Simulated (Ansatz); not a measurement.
## Electronic structure of Si2W in real space

The calculation's input:

```
crystal:
  lattice:
    - [-1.63373, 1.59433, 3.94]
    - [1.59433, -1.63373, 3.94]
    - [1.61767, 1.61767, -3.95606]
  atoms:
    - { symbol: Si, position: [0.333, 0.333, 0.0] }
    - { symbol: Si, position: [0.667, 0.667, 0.0] }
    - { symbol: W, position: [0.0, 0.0, 0.0] }
kpoints:
  mp_grid: { grid: [18, 18, 18] }
scf:
  occupations: { method: fermi_dirac, width: 0.03 }
hamiltonian:
  xc: pbesol
  pseudopotentials: { kind: paw }
output:
  forces: true
  stress: true
  eigenvalues: true
  efg: { contact_densities: true }
  write_density: true
  write_potential: true
  elf: true
  volumetric_format: npy
```

Run with:

```sh
ansatz run input.yaml --threads 1 --pin off --max-ram 4096MiB --backend cpu --events-out ev --progress --plain --runs-dir out
```

Below, planes, directions and counts refer to the conventional cell (a = 4.52 Å, b = 4.57 Å, c = 4.51 Å, α = 90.00°, β = 119.22°, γ = 90.00°).

Space group C2/m; changed on purpose from its base cell (equal xy, yz and zx shear strains of -1 %, PAW files); computed pressure about −3 GPa in this cell.

The calculation used DFT, PBEsol, PAW with Ansatz's default frozen-core files, scalar-relativistic in Ansatz 0.2.0.

In a PAW calculation such maps are meaningful between the atoms, not at the nuclei.

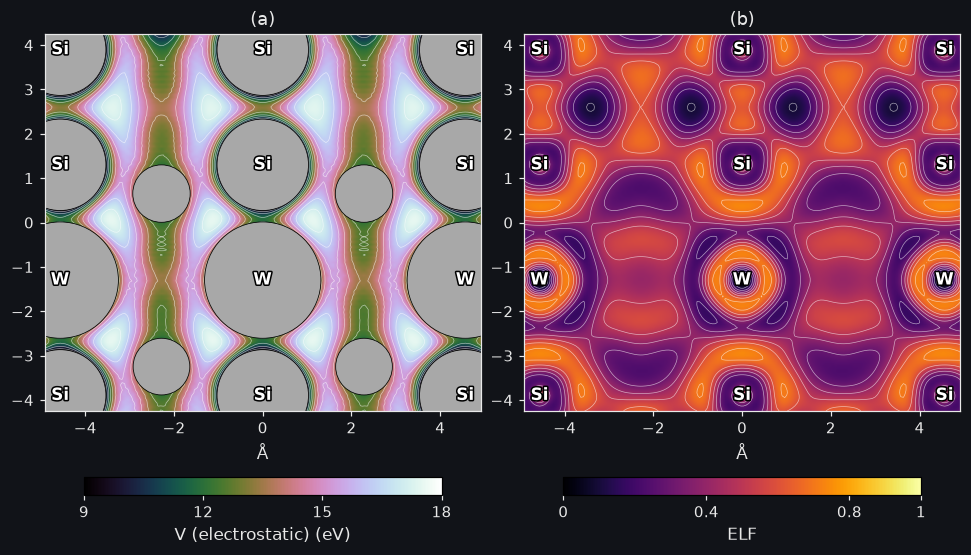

Figure 1. (a) electrostatic potential (local pseudopotential plus Hartree) felt by an electron; (b) ELF on the (101) plane of the conventional cell. Grey discs cover the atomic cores in the potential map.

> What does the map show?

- Atoms in the plane: Si and W.
- Si–W (2.60 Å): the ELF peaks at about 0.75 in the valence shell of Si, 0.9 Å from its nucleus, and is about 0.45 at the midpoint.
- The features right at W lie inside the PAW spheres, where the map follows smoothed inner orbitals and isn't to be read closely.
- Outside the cores the potential energy rises away from the atoms and is highest about 1.7 Å from the nearest atoms; its zero is arbitrary.

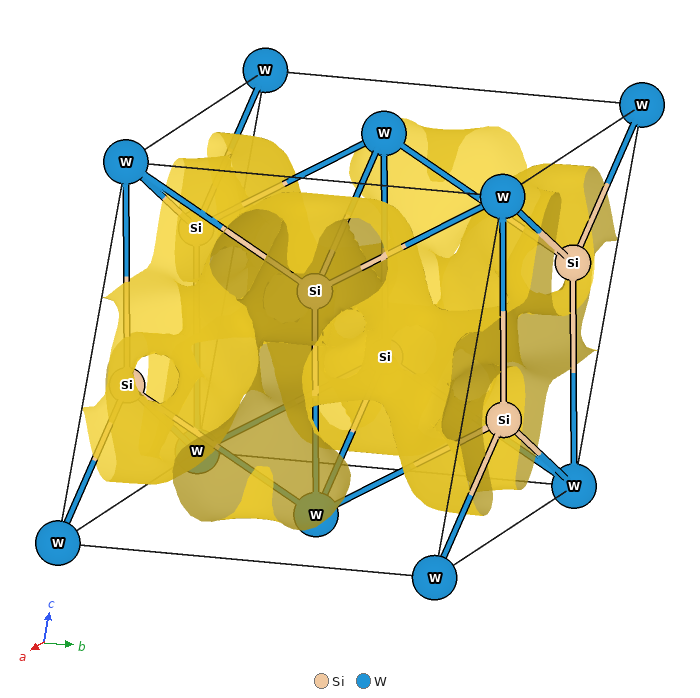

Figure 2. Isosurface of the electron localisation function at 0.55 (yellow), seen slightly off an axis. Only the valence region is drawn (cores and ρ < 0.01 e/Å³ removed). Sticks mark near contacts.

> Describe the localisation domains.

At this value the surface marks out sheets that run through the cell in two directions, counted in one cell of 6 atoms. Any copies at cell faces, edges or corners count once.
